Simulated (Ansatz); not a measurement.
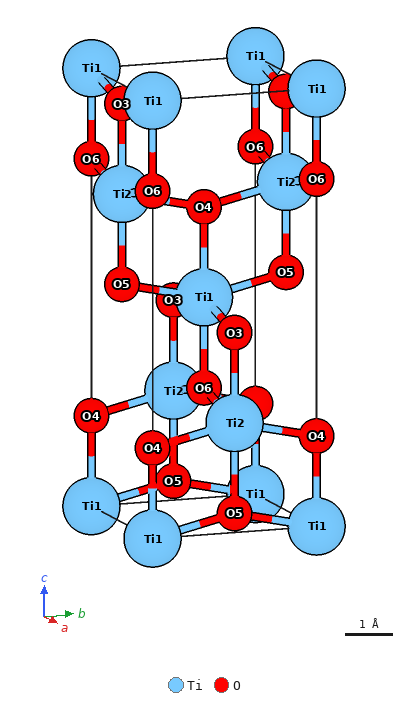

The structure of run A (ball-and-stick view of the cell 2 times as large as that of the calculation, set on its symmetry axes, seen slightly off an axis; atoms are numbered from 1 in the order of the input). An atom can appear more than once, as a periodic image.

**TiO2: one change and its effect**

System: TiO2 (I4₁/amd, 6 atoms in the cell).
Method of run A: DFT, PBEsol, plane waves, PAW, no spin polarisation (Ansatz 0.2.0).

The structure derives from a Materials Project entry. The geometry comes from this level: PBE. Text and figures count atoms from 1; the logs count them from 0 in places.

**Input, run A**
```yaml
crystal:
  lattice:
    - [-1.8996052401, 1.8996052401, 4.8488450591]
    - [1.8996052401, -1.8996052401, 4.8488450591]
    - [1.8996052401, 1.8996052401, -4.8488450591]
  atoms:
    - { symbol: Ti, position: [0.0, 0.0, 0.0] }
    - { symbol: Ti, position: [0.75, 0.25, 0.5] }
    - { symbol: O, position: [0.9564829889, 0.4564829889, 0.5] }
    - { symbol: O, position: [0.2064829889, 0.2064829889, 0.0] }
    - { symbol: O, position: [0.5435170111, 0.0435170111, 0.5] }
    - { symbol: O, position: [0.7935170111, 0.7935170111, 0.0] }
kpoints:
  mp_grid: { grid: [8, 8, 8] }
hamiltonian:
  xc: pbesol
scf:
  occupations: { method: fermi_dirac, width: 0.02 }
relax:
  f_tol: 0.005
  cell: {}
output:
  write_density: true
  write_potential: true
  elf: true
  volumetric_format: npy
```

Command:
```bash
ansatz run input.yaml --threads 4 --pin off --max-ram 6451MiB --backend cpu --events-out ev --progress --plain --runs-dir out
```

Hardware: 4 threads of Arm Neoverse V1, 24 GiB of memory available, shared host.

**Output, shortened to warnings, some set-up lines, iterations and results (run A)**
```
Basis set: ecut = 420 eV, 1365 PW (Γ), exchange–correlation on 80×80×80 points (8 copies of the dense FFT grid, shifted against one another)
Symmetry: 16 space group operations
k-points: 59 of 512
Initial density: superposition of atomic densities (neutral atoms: chi_scale 0, normalization atom), corrected by the library's trained network
[...]
SCF iter   1: F=—  HF=-7199.728022 eV  |F-HF|=—  |Δ(HF+E_count)|=         —  Δρ=1.65e-2  dr2=1.51e-1  ethr=1.77e-3  ⟨swp⟩=5.4  Hψ=7360  notcnv=0
SCF iter   2: F=—  HF=-7199.701261 eV  |F-HF|=—  |Δ(HF+E_count)|=   2.68e-2  Δρ=7.41e-3  dr2=3.50e-2  ethr=3.15e-4  ⟨swp⟩=2.0  Hψ=3203  notcnv=0  defer=100
SCF iter   3: F=—  HF=-7199.695140 eV  |F-HF|=—  |Δ(HF+E_count)|=   6.12e-3  Δρ=2.43e-3  dr2=3.15e-3  ethr=7.30e-5  ⟨swp⟩=2.0  Hψ=2629  notcnv=0  defer=100
SCF iter   4: F=—  HF=-7199.694787 eV  |F-HF|=—  |Δ(HF+E_count)|=   3.53e-4  Δρ=6.40e-4  dr2=2.57e-4  ethr=6.55e-6  ⟨swp⟩=2.9  Hψ=3294  notcnv=0  defer=100
SCF iter   5: F=—  HF=-7199.694899 eV  |F-HF|=—  |Δ(HF+E_count)|=   1.12e-4  Δρ=1.18e-4  dr2=1.53e-5  ethr=5.35e-7  ⟨swp⟩=2.0  Hψ=2252  notcnv=0  defer=100
[... 52 lines ...]
SCF iter   3: F=—  HF=-7199.733350 eV  |F-HF|=—  |Δ(HF+E_count)|=   3.68e-9  Δρ=6.82e-6  dr2=1.23e-8  ethr=1.07e-10  ⟨swp⟩=2.0  Hψ=2700  notcnv=0
SCF iter   4: F=—  HF=-7199.733350 eV  |F-HF|=—  |Δ(HF+E_count)|=   4.29e-9  Δρ=2.13e-6  dr2=6.75e-10  ethr=2.57e-11  ⟨swp⟩=2.1  Hψ=2244  notcnv=0
SCF iter   5: F=-7199.733350 eV  HF=-7199.733350 eV  |F-HF|=4.00e-11  |Δ(HF+E_count)|=  8.04e-10  Δρ=3.65e-7  dr2=1.21e-11  ethr=1.00e-12  ⟨swp⟩=4.8  Hψ=8648  notcnv=0
SCF 8 converged in 5 iterations: F = -7199.733350 eV  dr2 = 1.21e-11
relax step   8: F+E_penalty+E_count = -7199.73335017 eV  Δ(F+E_penalty+E_count) = +4.346e-4 eV  max|allowed force component| = 1.872e-4 eV/Å  Δτ_max = 0.0000 Å  P = -0.005 …
basis re-selected at this cell: Δ(F+E_penalty+E_count) = +4.346e-4 eV, ΔP = -0.006 GPa vs the last step (what re-selecting the basis moved, of the pressure what is left beyond the Pulay correction that the steps carried, after the strain that the cell walked since its last selection, with what the …
SCF converged after 5 iterations
Free energy (F): -7199.733350 eV
Harris-Foulkes:  -7199.733350 eV  (|F-HF|=4.00e-11)
Internal energy: -7199.733350 eV  (E = F + TS)
E sigma→0 (E₀):  -7199.733350 eV
Fermi energy:    8.316294 eV
--- Per-component energies (eV) ---
  E_band       = -455.594188
  E_kinetic    = 1245.126934
  E_local      = -3561.549975  (includes V_loc(G=0)·N_el)
  E_nonlocal   = 200.330634
  E_hartree    = 1377.789015
  E_xc         = -486.980035
  E_vxc        = -619.855337  (∫ρ·V_xc dr)
  E_paw        = -2649.021471  (= ΣΔE_a)
  E_vpaw       = -475.234438  (= ΣTr[D̂ρ^β])
  E_aug_tail   = 0.009927  (compensation charges beyond the density's cutoff)
  E_ewald      = -3325.858298
  E_core_change = 0.419920  (= ΣΔE_core)
  E_smearing   = -0.000000  (= −TS)
  E_closure    = 0.000000  (closes the sum)
  Σ components = -7199.733350   (vs F -7199.733350, Δ=0.00e0)
--- Forces (eV/Å), atoms counted from 1 ---
  atom   1  Ti    -0.00000000     0.00000000    -0.00000000
  atom   2  Ti     0.00000000     0.00000000     0.00000000
  atom   3  O     -0.00000000     0.00000000     0.00018725
  atom   4  O      0.00000000     0.00000000     0.00018725
  atom   5  O     -0.00000000     0.00000000    -0.00018725
  atom   6  O      0.00000000    -0.00000000    -0.00018725
  max |Σ_I F_I| component: 7.05e-18 eV/Å
--- Stress (GPa, compression-positive) ---
        0.003349      -0.000000       0.000000
       -0.000000       0.003349      -0.000000
        0.000000      -0.000000      -0.020400
  P = ⅓ Tr σ = -0.0046 GPa (-0.046 kbar)
--- Relaxed structure (6 steps of the walk, 6 accepted, 2 SCFs on fresh bases) ---
  F+E_penalty+E_count = -7199.73335017 eV   max|allowed force component| = 1.872e-4 eV/Å   (the final SCF, on the basis selected at the relaxed cell)
  cell:  # Å, volume = 67.8780 Å³
    - [-1.884691969525121, 1.884691969525121, 4.777365518435731]
    - [1.884691969525121, -1.884691969525121, 4.777365518435731]
    - [1.884691969525121, 1.884691969525121, -4.777365518435731]
  atoms:
[...]
```

For run B the input was changed thus:
```diff
-  xc: pbesol
+  xc: r2scan
```

What does this change do to the results?

The total energies belong to different methods, so their difference says nothing on which is more stable or more accurate. The gap on the mesh goes from 2.15 to 2.57 eV. The volume per atom goes from 11.31 to 11.40 Å³. The functional changes from PBEsol to r2SCAN. The SCF takes 35 iterations over all geometry steps against 46. The default cutoff goes from 420 to 500 eV with the change. On the same kind of shared host run B took about 1.7 times as long.

**Output, shortened to warnings, some set-up lines, iterations and results (run B)**
```
Basis set: ecut = 500 eV, 1741 PW (Γ), exchange–correlation on 180×180×180 points (64 copies of the dense FFT grid, shifted against one another)
Symmetry: 16 space group operations
k-points: 59 of 512
Initial density: superposition of atomic densities (neutral atoms: chi_scale 0, normalization atom), corrected by the library's trained network
[...]
SCF iter   1: F=—  HF=-7292.623134 eV  |F-HF|=—  |Δ(HF+E_count)|=         —  Δρ=2.68e-2  dr2=5.95e-1  dr2_τ=3.81e-1  ethr=1.77e-3  ⟨swp⟩=5.7  Hψ=7391  notcnv=0
SCF iter   2: F=—  HF=-7292.647400 eV  |F-HF|=—  |Δ(HF+E_count)|=   2.43e-2  Δρ=1.26e-2  dr2=5.62e-2  dr2_τ=3.13e-2  ethr=1.24e-3  ⟨swp⟩=2.9  Hψ=3819  notcnv=0  defer=101
SCF iter   3: F=—  HF=-7292.640329 eV  |F-HF|=—  |Δ(HF+E_count)|=   7.07e-3  Δρ=4.05e-3  dr2=7.14e-3  dr2_τ=5.94e-4  ethr=1.17e-4  ⟨swp⟩=2.0  Hψ=2842  notcnv=0  defer=101
SCF iter   4: F=—  HF=-7292.640311 eV  |F-HF|=—  |Δ(HF+E_count)|=   1.82e-5  Δρ=1.14e-3  dr2=5.31e-4  dr2_τ=1.11e-4  ethr=1.49e-5  ⟨swp⟩=2.0  Hψ=2619  notcnv=0  defer=101
SCF iter   5: F=—  HF=-7292.640390 eV  |F-HF|=—  |Δ(HF+E_count)|=   7.95e-5  Δρ=1.95e-4  dr2=4.00e-5  dr2_τ=1.70e-6  ethr=1.11e-6  ⟨swp⟩=2.1  Hψ=2708  notcnv=0  defer=101
[... 37 lines ...]
SCF iter   4: F=—  HF=-7292.663200 eV  |F-HF|=—  |Δ(HF+E_count)|=   7.43e-9  Δρ=2.47e-6  dr2=3.64e-9  dr2_τ=4.86e-10  ethr=9.34e-11  ⟨swp⟩=2.0  Hψ=2614  notcnv=0
SCF iter   5: F=—  HF=-7292.663200 eV  |F-HF|=—  |Δ(HF+E_count)|=  1.80e-10  Δρ=6.15e-7  dr2=7.09e-11  dr2_τ=4.79e-11  ethr=7.58e-12  ⟨swp⟩=2.1  Hψ=2338  notcnv=0
SCF iter   6: F=-7292.663200 eV  HF=-7292.663200 eV  |F-HF|=9.09e-13  |Δ(HF+E_count)|=  1.55e-10  Δρ=5.68e-8  dr2=6.42e-13  dr2_τ=7.99e-13  ethr=1.00e-12  ⟨swp⟩=6.0  Hψ=7721  …
SCF 6 converged in 6 iterations: F = -7292.663200 eV  dr2 = 6.42e-13
relax step   6: F+E_penalty+E_count = -7292.66319959 eV  Δ(F+E_penalty+E_count) = +1.024e-3 eV  max|allowed force component| = 1.466e-3 eV/Å  Δτ_max = 0.0000 Å  P = +0.011 …
basis re-selected at this cell: Δ(F+E_penalty+E_count) = +1.024e-3 eV, ΔP = +0.011 GPa vs the last step (what re-selecting the basis moved, of the pressure what is left beyond the Pulay correction that the steps carried, after the strain that the cell walked since its last selection, with what the …
SCF converged after 6 iterations
Free energy (F): -7292.663200 eV
Harris-Foulkes:  -7292.663200 eV  (|F-HF|=9.09e-13)
Internal energy: -7292.663200 eV  (E = F + TS)
E sigma→0 (E₀):  -7292.663200 eV
Fermi energy:    8.180895 eV
--- Per-component energies (eV) ---
  E_band       = -507.875368
  E_kinetic    = 1251.728671
  E_local      = -3571.032114  (includes V_loc(G=0)·N_el)
  E_nonlocal   = 191.965037
  E_hartree    = 1382.624601
  E_xc         = -482.716645
  E_vxc        = -693.320361  (∫ρ·V_xc dr)
  E_paw        = -2747.619448  (= ΣΔE_a)
  E_vpaw       = -498.331933  (= ΣTr[D̂ρ^β])
  E_aug_tail   = 0.004415  (compensation charges beyond the density's cutoff)
  E_vtau       = 45.861733  (kinetic-family band-sum trace: ∫τ·v_τ [+ j·A + Jᵃ·Aᵃ] dr)
  E_ewald      = -3316.983040
  E_core_change = -0.634678  (= ΣΔE_core)
  E_smearing   = -0.000000  (= −TS)
  E_closure    = 0.000000  (closes the sum)
  Σ components = -7292.663200   (vs F -7292.663200, Δ=0.00e0)
--- Forces (eV/Å), atoms counted from 1 ---
  atom   1  Ti     0.00000000     0.00000000     0.00000000
  atom   2  Ti     0.00000000     0.00000000     0.00000000
  atom   3  O      0.00000000     0.00000000    -0.00146640
  atom   4  O      0.00000000     0.00000000    -0.00146640
  atom   5  O      0.00000000     0.00000000     0.00146640
  atom   6  O      0.00000000     0.00000000     0.00146640
  max |Σ_I F_I| component: 1.52e-18 eV/Å
--- Stress (GPa, compression-positive) ---
        0.019417      -0.000000       0.000000
       -0.000000       0.019417      -0.000000
        0.000000       0.000000      -0.005714
  P = ⅓ Tr σ = 0.0110 GPa (0.110 kbar)
--- Relaxed structure (5 steps of the walk, 5 accepted, 1 SCFs on fresh bases) ---
  F+E_penalty+E_count = -7292.66319959 eV   max|allowed force component| = 1.466e-3 eV/Å   (the final SCF, on the basis selected at the relaxed cell)
  cell:  # Å, volume = 68.3863 Å³
    - [-1.8888957585456418, 1.8888957585456418, 4.791738507807934]
    - [1.8888957585456418, -1.8888957585456418, 4.791738507807934]
[...]
```

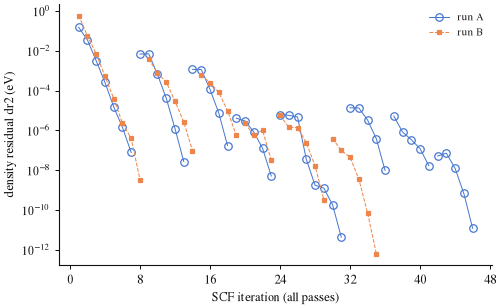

Convergence of the two runs: density residual dr2 against the SCF iteration. A break in a curve parts two SCF passes. Run A takes 46 iterations in all, and run B takes 35.

**The two runs side by side**

```tsv
quantity	run A	run B
outcome	converged	converged
free energy per atom (eV)	−1199.9556	−1215.4439
gap on the mesh (eV)	2.15	2.57
pressure (GPa)	0.00	0.01
volume per atom (Å³)	11.31	11.40
largest force (eV/Å)	0.000	0.001
SCF iterations	46	35
irreducible k-points	59	59
wall time (shared host)	16 s	27 s
```
